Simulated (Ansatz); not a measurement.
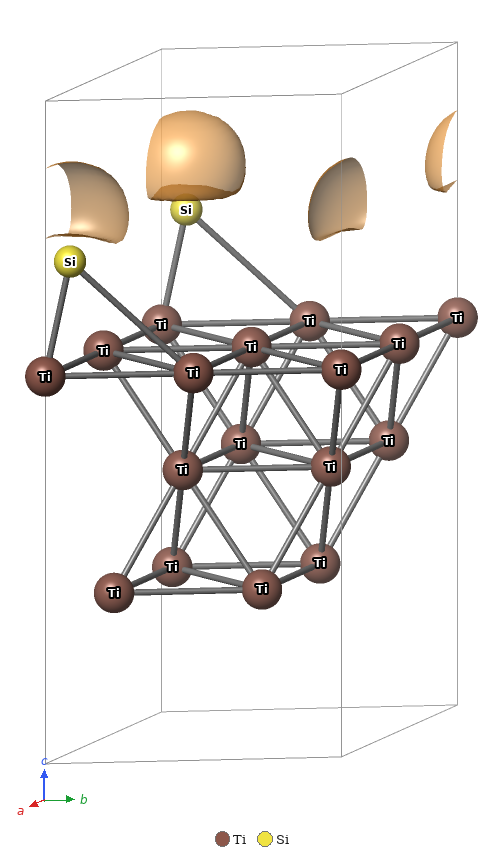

The picture shows: Ti₁₂Si (slab). Isosurface of the ELF at 0.85 (orange), seen slightly off an axis. Only the valence region is drawn (cores and ρ < 0.01 e/Å³ removed). Sticks mark near contacts.

Not relaxed (largest force 1.7 eV/Å); computed without spin polarisation; PAW files of the earlier set (soft_1).

These are results of Ansatz, DFT PBE, scalar-relativistic, plane waves, PAW, not measurements.

Core electrons are frozen (PAW), and the valence fields are smoothed inside the atomic spheres.

Question: Describe the localisation domains.

Answer: The surface consists of one lobe on Si, pointing away from the bonds (lone pairs), counted in one cell of 13 atoms. Counts are for one cell; the picture repeats the cell along the surface.

Values along the shortest contacts:
Ti–Si (2.32 Å): the ELF peaks at about 0.65 in the valence shell of Si, 0.8 Å from its nucleus, and is about 0.40 at the midpoint. Ti–Ti (2.80 Å): the ELF is about 0.20 at the midpoint: no localised pair shows between them.

Question: Does the calculation make it a metal, or give it a gap?

Answer: It is gapless in this calculation (a metal or semimetal).
